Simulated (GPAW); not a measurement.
System: BAs, space group F-43m (No. 216).

The given structure:
```cif
data_structure
_symmetry_space_group_name_H-M 'P 1'
_symmetry_Int_Tables_number 1
_cell_length_a 3.3778
_cell_length_b 3.3778
_cell_length_c 3.3778
_cell_angle_alpha 60.000
_cell_angle_beta 60.000
_cell_angle_gamma 60.000
_cell_volume 27.25
loop_
_atom_site_label
_atom_site_type_symbol
_atom_site_fract_x
_atom_site_fract_y
_atom_site_fract_z
_atom_site_occupancy
As1 As 0.75000 0.75000 0.75000 1
B1 B 0.00000 0.00000 0.00000 1
```

Calculation (GPAW 26.7.0): PAW DFT in plane waves, on a grid or in atomic orbitals, no spin polarisation; energies at scaled volumes of the given cell, shape and fractions fixed, counted from the fit's minimum, third-order Birch-Murnaghan fit. Level: r2SCAN.

| setting | value |
| --- | --- |
| k mesh | 10×10×10 |
| occupations | Fermi–Dirac |
| smearing width | 0.05 eV |
| potentials | GPAW PAW data sets (gpaw data 1.2.1) |
| wave cutoff | 800 eV |
| program settings | basis pw |

What does the calculation give for the energy against volume? The volume takes the values 12.81, 13.08, 13.35, 13.63, 13.90, 14.17, 14.44 Å³/atom.

A third-order Birch–Murnaghan fit gives V0 = 13.71 Å³/atom, B0 = 143 GPa and B′ = 4.1. The energy is 29.82 meV/atom at volume 12.81 Å³/atom and 15.92 meV/atom at 14.44 Å³/atom; the lowest computed point is at volume 13.63 Å³/atom (0.24 meV/atom).

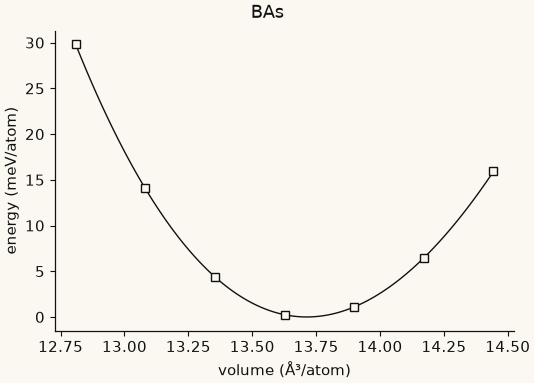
